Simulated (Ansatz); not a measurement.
## Geometry relaxation of TiC (part 1 of 3)

System: TiC (slab, 32 atoms in the cell).
Method: DFT PBE+D3(BJ), scalar-relativistic, plane waves, PAW, no spin polarisation (Ansatz 0.2.0).

The structure derives from an entry of the Crystallography Open Database. The input holds or restrains some coordinates. Forces given for the steps count only the free coordinates. It belongs to a series of runs on one base structure; here: clean slab, lower planes held.

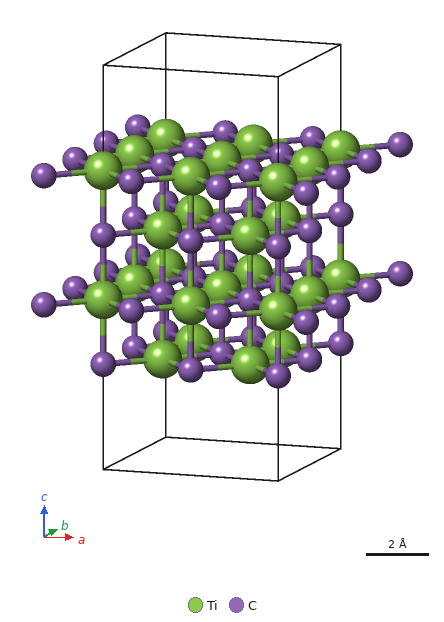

**Figure 1.** The starting structure (ball-and-stick view of the cell of the calculation, with the vacuum cut short, seen slightly off an axis; bonded neighbours outside the cell are drawn too). An atom can appear more than once, as a periodic image. Near neighbours in the periodic cell (some may lie outside the picture): Ti has 5 C at 2.15 Å; C has 5 Ti at 2.15 Å; Ti has 6 C at 2.15 Å; C has 6 Ti at 2.15 Å.

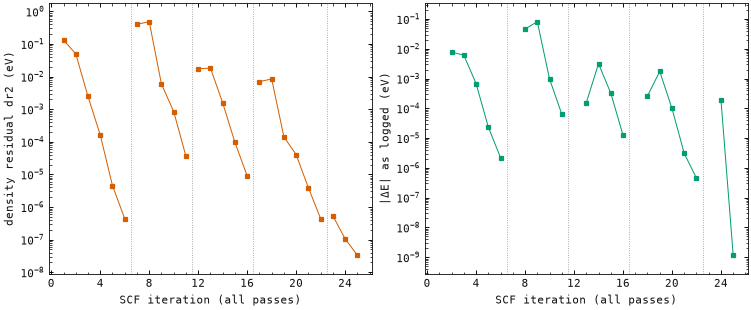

**Figure 2.** Convergence of the self-consistent field: density residual dr2 and size of the energy change against the SCF iteration. The dotted lines part the SCF passes of the relaxation: geometry steps, rejected trials and re-solves on a re-selected basis. The 5 passes take 3 to 6 iterations each, 25 in all.

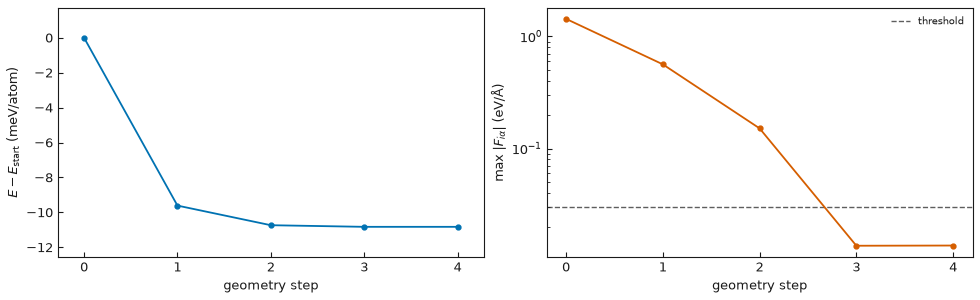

**Figure 3.** Progress of the restrained relaxation, step by step (the first geometry is step 0 here and step 1 in the log).

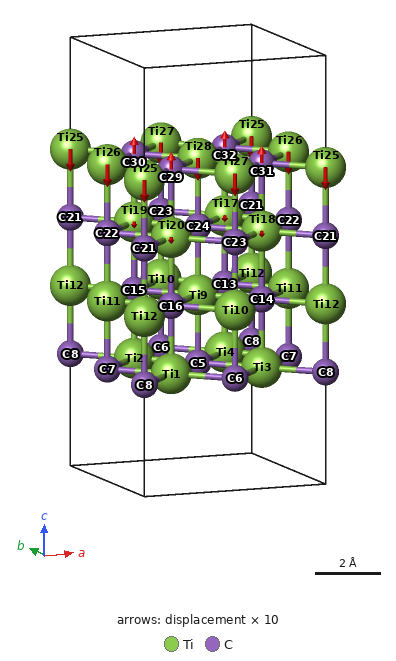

**Figure 4.** The starting structure with the displacements as red arrows, magnified 10 times (ball-and-stick view of the cell of the calculation, with the vacuum cut short, seen slightly off an axis). The largest moves, 0.072 Å, are those of Ti25, Ti26, Ti27 and Ti28. By element the largest moves are Ti 0.072 Å, C 0.054 Å. The cell doesn't change. Distances before and after: Ti17–C32 2.146 → 2.221 Å, C21–Ti25 2.146 → 2.078 Å, C13–Ti17 2.146 → 2.124 Å, Ti10–C23 2.146 → 2.141 Å. Among the angles that change: C29–Ti27–C32 180.0° → 173.3°, Ti25–C30–Ti28 180.0° → 173.3°, C23–Ti27–C29 90.0° → 93.4°. The energy falls by 10.8 meV per atom in 4 geometry steps. The largest force component goes from 1.4 to 0.014 eV/Å. (Atoms are counted from 1 in the order of the input.)

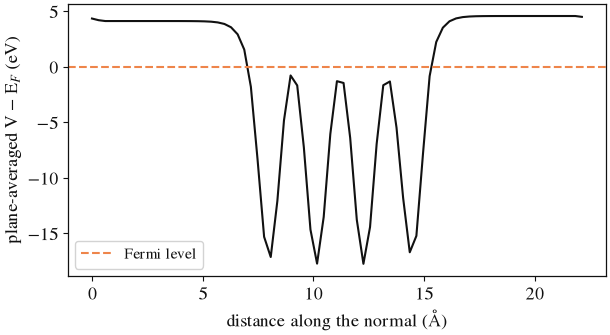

**Figure 5.** Plane average of the electrostatic potential energy of an electron across the cell, from the Fermi level. The vacuum level lies 4.56 eV above the Fermi level on the upper side and 4.11 eV on the lower.

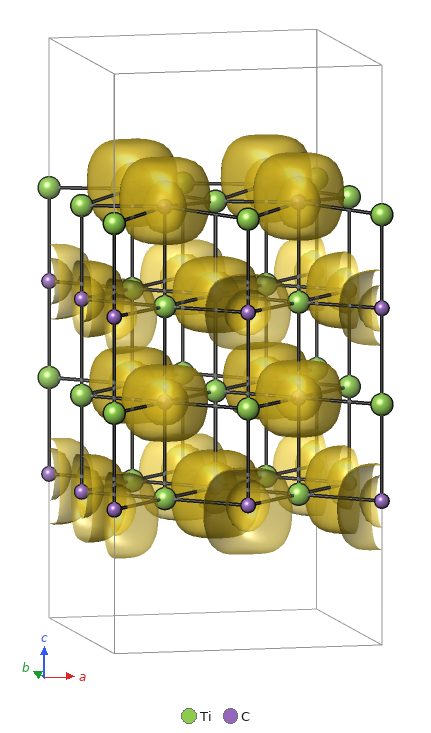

**Figure 6.** Isosurface of the ELF at 0.7 (yellow), seen slightly off an axis. Core shells and regions of very low density are left out. Sticks mark near contacts. Profiles from the grid: Ti–C (2.08 Å): the ELF is about 0.30 at the midpoint (a polar contact without a shared pair, in a metal). Ti–C (2.12 Å): the ELF is about 0.30 at the midpoint (no shared pair; the contact is polar). The fields are those of the smooth PAW valence density.

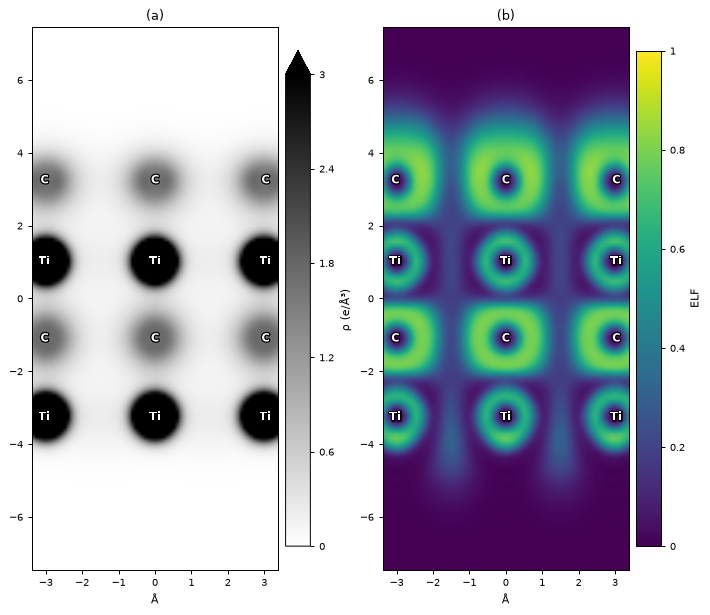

**Figure 7.** (a) valence pseudo-density; (b) electron localisation function on the (100) plane of the calculation cell, a cut from vacuum to vacuum. Ti–C (2.15 Å): the density is about 0.53 e/Å³ at the midpoint; the ELF is about 0.30 at the midpoint (a polar contact without a shared pair, in a metal). Ti–C (2.22 Å): the density is about 0.46 e/Å³ at the midpoint; the ELF is about 0.25 at the midpoint; a polar contact without a shared pair, in a metal. The density dies away to nearly zero in the vacuum. The strong features right at Ti lie inside the PAW spheres (semicore, d or f shells) and say nothing about bonding.

The input and output of the run follow.

Input file
```yaml
crystal:
  lattice:
    - [6.0686302234, 0.0, 0.0]
    - [0.0, 6.0686302234, 0.0]
    - [0.0, 0.0, 22.4367543752]
  atoms:
    - { symbol: Ti, position: [0.25, 0.25, 0.3565578098] }
    - { symbol: Ti, position: [0.25, 0.75, 0.3565578098] }
    - { symbol: Ti, position: [0.75, 0.25, 0.3565578098] }
    - { symbol: Ti, position: [0.75, 0.75, 0.3565578098] }
    - { symbol: C, position: [0.5, 0.5, 0.3565578098] }
    - { symbol: C, position: [0.5, 0.0, 0.3565578098] }
    - { symbol: C, position: [0.0, 0.5, 0.3565578098] }
    - { symbol: C, position: [0.0, 0.0, 0.3565578098] }
    - { symbol: Ti, position: [0.5, 0.5, 0.4521859366] }
    - { symbol: Ti, position: [0.5, 0.0, 0.4521859366] }
    - { symbol: Ti, position: [0.0, 0.5, 0.4521859366] }
    - { symbol: Ti, position: [0.0, 0.0, 0.4521859366] }
    - { symbol: C, position: [0.75, 0.75, 0.4521859366] }
    - { symbol: C, position: [0.75, 0.25, 0.4521859366] }
    - { symbol: C, position: [0.25, 0.75, 0.4521859366] }
    - { symbol: C, position: [0.25, 0.25, 0.4521859366] }
    - { symbol: Ti, position: [0.75, 0.75, 0.5478140634] }
    - { symbol: Ti, position: [0.75, 0.25, 0.5478140634] }
    - { symbol: Ti, position: [0.25, 0.75, 0.5478140634] }
    - { symbol: Ti, position: [0.25, 0.25, 0.5478140634] }
    - { symbol: C, position: [0.0, 0.0, 0.5478140634] }
    - { symbol: C, position: [0.0, 0.5, 0.5478140634] }
    - { symbol: C, position: [0.5, 0.0, 0.5478140634] }
    - { symbol: C, position: [0.5, 0.5, 0.5478140634] }
    - { symbol: Ti, position: [0.0, 0.0, 0.6434421902] }
    - { symbol: Ti, position: [0.0, 0.5, 0.6434421902] }
    - { symbol: Ti, position: [0.5, 0.0, 0.6434421902] }
    - { symbol: Ti, position: [0.5, 0.5, 0.6434421902] }
    - { symbol: C, position: [0.25, 0.25, 0.6434421902] }
    - { symbol: C, position: [0.25, 0.75, 0.6434421902] }
    - { symbol: C, position: [0.75, 0.25, 0.6434421902] }
    - { symbol: C, position: [0.75, 0.75, 0.6434421902] }
basis:
  ecutwfc: 420
kpoints:
  mp_grid: { grid: [3, 3, 1] }
hamiltonian:
  xc: pbe
  dispersion: d3bj
scf:
  occupations: { method: gaussian, width: 0.1 }
output:
  forces: true
  eigenvalues: true
  write_density: true
  write_potential: true
  elf: true
  volumetric_format: npy
relax:
  adjacent_minimum: "off"
  f_tol: 0.03
  max_steps: 70
  constraints: [{ sites: [0, 1, 2, 3, 4, 5, 6, 7, 8, 9, 10, 11, 12, 13, 14, 15] }]
efield:
  axis: 3
  dipole_correction: true
  ramp_width: 0.04
```

Command:
```bash
ansatz run input.yaml --threads 4 --pin off --max-ram 10240MiB --backend cpu --events-out ev --progress --plain --runs-dir out
```

Log
```
Engine: ansatz 0.2.0, x86_64-unknown-linux-gnu
Pseudopotentials: kind: paw
Pseudopotential: Ti, paw, valence charge 12, recommended cutoff 420 eV (normal), Ti.paw.azcp
Pseudopotential: C, paw, valence charge 4, recommended cutoff 420 eV (normal), C.paw.azcp
Functional definition: PBE
  parameter kappa = 0.804
  parameter beta = 0.06672455060314922
  exchange = pbe_x(kappa = kappa, mu = beta*pi^2/3)
  correlation = pbe_c(beta = beta)
Crystal: 32 atoms, lattice volume = 826.307 Å³
Basis set: ecut = 420 eV, 16151 PW (Γ), exchange–correlation on 90×90×300 points (8 copies of the dense FFT grid, shifted against one another)
Bands: 160, of which v1, the nominal top of the filled ones, is band 128 counted from 1 (127 counted from 0)
Symmetry: 32 space group operations
k-points: 3 of 9
Non-local potential: Ti, projectors of the file, l = 0: 3, l = 1: 2, l = 2: 3, l = 3: 1
Non-local potential: C, projectors of the file, l = 0: 2, l = 1: 2, l = 2: 1
PAW form: soft (Blöchl's): semilocal exchange-correlation on the pseudo side does not see the compensation charge
PAW one-centre angular grid: Ti, 590 points (default); XC on 64 Gauss nodes
PAW one-centre angular grid: C, 110 points (default); XC on 64 Gauss nodes
Initial density: superposition of atomic densities (neutral atoms: chi_scale 0, normalization atom), corrected by the library's trained network
Initial wavefunctions: pseudopotential atomic-orbital guess
Functional: x = pbe(κ = 0.804, μ = 0.2195149727645171), c = pbe(β = 0.06672455060314922)
SCF iter   1: F=—  HF=-44039.026147 eV  |F-HF|=—  |Δ(HF+E_count)|=         —  Δρ=3.06e-3  dr2=1.32e-1  ethr=1.77e-3  p=0.000 e·Å  D=1.06e-13 V/Å  ΔV_dip=-0.00 eV  dr2_dipole=1.29e-8  V_vac-E_F(+/−)=4.15/4.15 eV  ⟨swp⟩=7.0  Hψ=2223  notcnv=0
efield: sawtooth ramp at fractional position 0.9800 (placed from the atoms, in the widest stretch of the axis that holds none; the zero of the levels goes with the place), width 0.0400; the density the first Hamiltonian is built on has a dipole p = 0.000 e·Å; the dipole correction subtracts the counter field D = 1.06e-13 V/Å, which shifts the + side's vacuum level by -0.00 eV against the − side's; the planar-averaged density in the ramp window peaks in size at 5.8e-5 e/Å³
preconditioner: auto → LDOS  [metal: Δε(μ)=0.025 eV  Ē_g=6.397 eV  σ=0.100 eV  W_gap=0.14  n_scr=156 (ndim 8)  ℏωp=14.6 eV  f_vac=0.552  D(μ)=11.22/eV (n_scr^D=58)  β→1.0]
SCF iter   2: F=—  HF=-44039.033905 eV  |F-HF|=—  |Δ(HF+E_count)|=   7.76e-3  Δρ=1.98e-3  dr2=4.98e-2  ethr=5.14e-5  p=0.000 e·Å  D=3.97e-5 V/Å  ΔV_dip=-0.00 eV  dr2_dipole=1.63e-9  V_vac-E_F(+/−)=4.04/4.04 eV  ⟨swp⟩=2.3  Hψ=759  notcnv=0  defer=41
SCF iter   3: F=—  HF=-44039.027823 eV  |F-HF|=—  |Δ(HF+E_count)|=   6.08e-3  Δρ=4.01e-4  dr2=2.46e-3  ethr=1.94e-5  p=0.000 e·Å  D=6.19e-6 V/Å  ΔV_dip=-0.00 eV  dr2_dipole=1.00e-9  V_vac-E_F(+/−)=4.06/4.06 eV  ⟨swp⟩=2.0  Hψ=603  notcnv=0  defer=41
SCF iter   4: F=—  HF=-44039.027142 eV  |F-HF|=—  |Δ(HF+E_count)|=   6.81e-4  Δρ=1.15e-4  dr2=1.62e-4  ethr=9.60e-7  p=-0.000 e·Å  D=-2.51e-6 V/Å  ΔV_dip=0.00 eV  dr2_dipole=1.78e-9  V_vac-E_F(+/−)=4.07/4.07 eV  ⟨swp⟩=2.7  Hψ=746  notcnv=0  defer=29
iter 5 did not close the SCF: its close was put off for the readings that it lacked (scf_convergence_deferred on its scf_iter line)
SCF iter   5: F=-44039.027119 eV  HF=-44039.027119 eV  |F-HF|=6.59e-7  |Δ(HF+E_count)|=   2.34e-5  Δρ=2.69e-5  dr2=4.52e-6  ethr=6.33e-8  p=-0.000 e·Å  D=-4.66e-7 V/Å  ΔV_dip=0.00 eV  dr2_dipole=1.94e-10  V_vac-E_F(+/−)=4.07/4.07 eV  ⟨swp⟩=2.7  Hψ=795  notcnv=0  defer=29
SCF iter   6: F=-44039.027121 eV  HF=-44039.027121 eV  |F-HF|=6.44e-7  |Δ(HF+E_count)|=   2.20e-6  Δρ=7.92e-6  dr2=4.37e-7  ethr=1.76e-9  p=-0.000 e·Å  D=-1.39e-7 V/Å  ΔV_dip=0.00 eV  dr2_dipole=6.93e-11  V_vac-E_F(+/−)=4.07/4.07 eV  ⟨swp⟩=20.0  Hψ=4723  notcnv=0
SCF 1 converged in 6 iterations: F = -44039.027121 eV  dr2 = 4.37e-7
  greatest PAW one-centre occupation: 0.999 electrons in one spin orbital (limit 2), on the Ti atom at site 19 (counted from 0), in its partial waves of l = 0
relax step   1: F+E_penalty+E_count = -44039.02712146 eV  Δ(F+E_penalty+E_count) = +0.000e0 eV  max|allowed force component| = 1.435e0 eV/Å  Δτ_max = 0.0000 Å  (6 SCF iters, dr2 threshold 2.25e-5 eV, accepted)
Initial density: handed on by an earlier stage of this run
Initial wavefunctions: those handed on with the density
iter 1 solved again at ethr=1.55e-4 eV; its pass at ethr=3.10e-3 eV (dr2=3.97e-1 eV) is discarded
```
